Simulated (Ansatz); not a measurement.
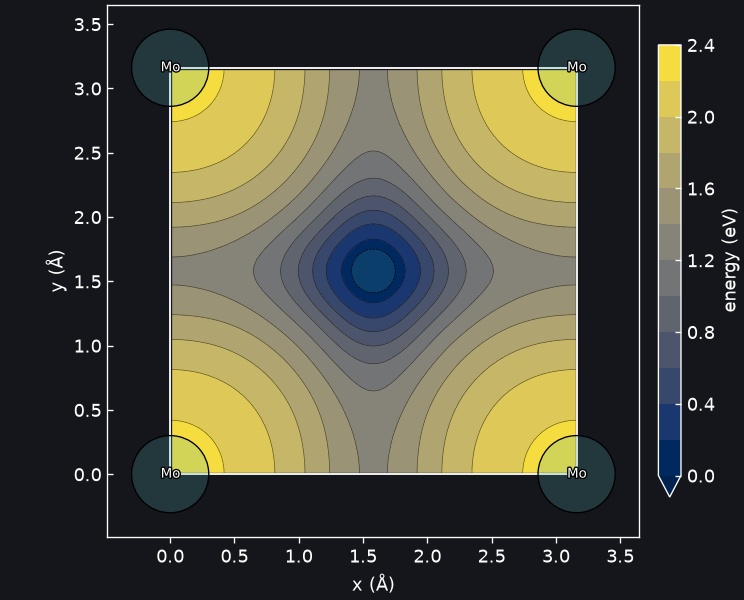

S on a Mo(100) slab cut from the Im-3m phase, its upper half relaxed before the scan (16 atoms of substrate and one adsorbate in a 2 × 2 cell). S is moved over the surface cell; relaxed at each place: the height of the adsorbate's atoms; substrate rigid; the origin of the map has the adsorbate above Mo13. Places are given modulo a cell vector. The map is drawn in real space over the plane of the surface. Grid: 8 × 8 points; 15 points were computed and 49 follow by symmetry. Places are given in fractions of the 1 × 1 surface cell. Energies: eV, counted from the lowest grid point. The calculation used DFT PBE, scalar-relativistic, plane waves, PAW in Ansatz. Settings: cutoff 420 eV, k-mesh 4×4×1, gaussian smearing 0.1 eV, no spin polarisation.

The picture shows filled contours, labelled circles for the atoms of the top layer and small ones for the second layer, the outline of one cell of the plane. Between grid points the surface is interpolated.

The lowest grid point is at a fourfold hollow over a second-layer Mo atom, (4/8, 4/8) of the cell vectors. No other kind of well shows on this grid. The highest grid point, the top site over a surface Mo atom, (0/8, 0/8) of the cell vectors, lies 2.27 eV above the lowest. On the interpolated surface the easiest way out of the lowest well to its copy in the next cell or period passes a barrier of about 1.4 eV. At the lowest point the adsorbate has 5 Mo at 2.52 Å as nearest neighbours, at the highest 1 Mo at 2.19 Å. Its relaxed height above the top atom is 1.15 Å at the lowest and 2.19 Å at the highest point.

S is replaced by H; all else is set up alike.

> What does this change do to the map?

The minimum (interpolated where it lies between grid points) moves from a fourfold hollow over a second-layer Mo atom, (4/8, 4/8) of the cell vectors to a bridge site between two Mo atoms, (0/8, 4/8) of the cell vectors. The span from the lowest to the highest grid point shrinks from 2.27 to 0.67 eV. In the new map: at the lowest point the adsorbate has 2 Mo at 1.91 Å as nearest neighbours, at the highest 1 Mo at 1.78 Å. Its relaxed height above the top atom is 1.07 Å at the lowest and 1.78 Å at the highest point.

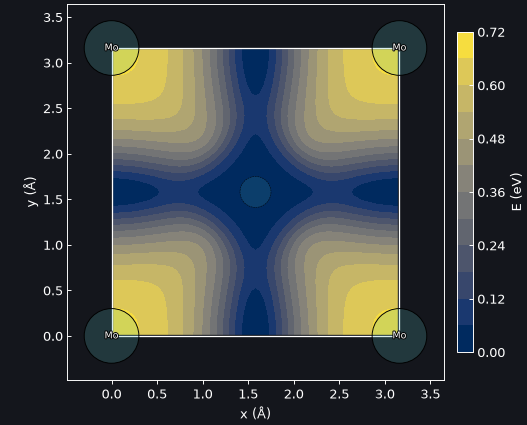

The map after the change, on a colour scale of its own. In the figure: filled contours, labelled circles for the atoms of the top layer and small ones for the second layer, the outline of one cell of the plane. Between grid points the surface is interpolated.

PAW datasets: the set soft_1.
